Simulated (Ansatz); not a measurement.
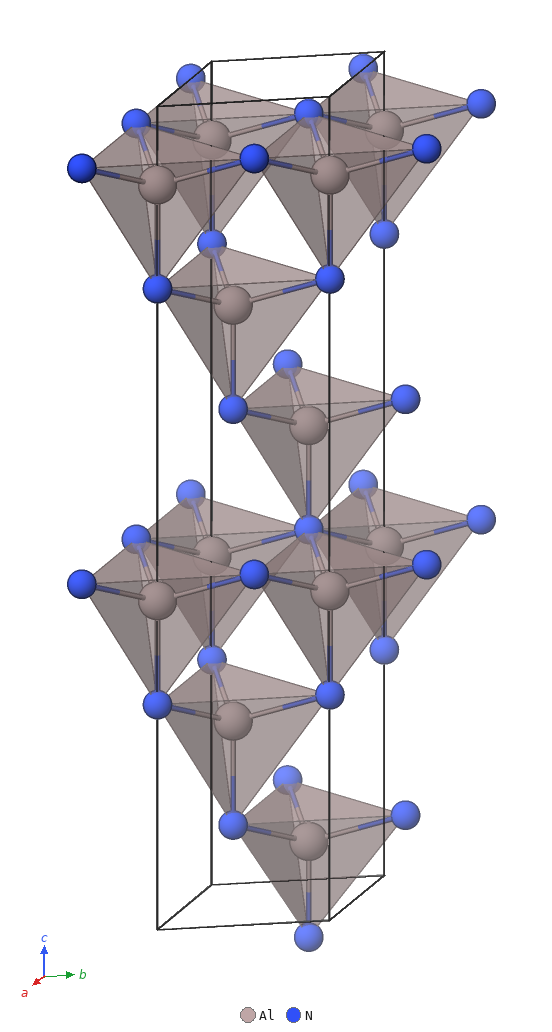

View slightly off an axis, drawn as a polyhedral model. The conventional unit cell is outlined; an atom on or near a face, edge or corner is repeated at each equivalent position. A few atoms beyond the faces are included.

AlN, space group P3m1 (No. 156), a = 3.09 Å, b = 3.09 Å, c = 14.98 Å, α = 90.00°, β = 90.00°, γ = 120.00°.

All computed values are from Ansatz, DFT r2SCAN, scalar-relativistic, plane waves, PAW. Settings: plane waves up to 500 eV, k-points about 0.29 Å⁻¹ apart, Gaussian smearing of 0.05 eV, no spin polarisation.

Q: Metal, semiconductor or insulator?

A: An insulator at this level, with a gap of 3.74 eV on the k-mesh (the true edges may lie between mesh points, so the gap can be somewhat smaller).

Q: What pressure does the calculation give for this cell?

A: The computed pressure is 3.0 GPa (compressed: it would expand).

The cell started as a structure listed in the Materials Project. The cell was then strained or its atoms displaced on purpose. A calculation with Ansatz used it as input.

At this level of theory the run's own cell isn't at rest (forces up to 3.1 eV/Å), so its distances can differ from those at equilibrium, the more so the softer the solid.
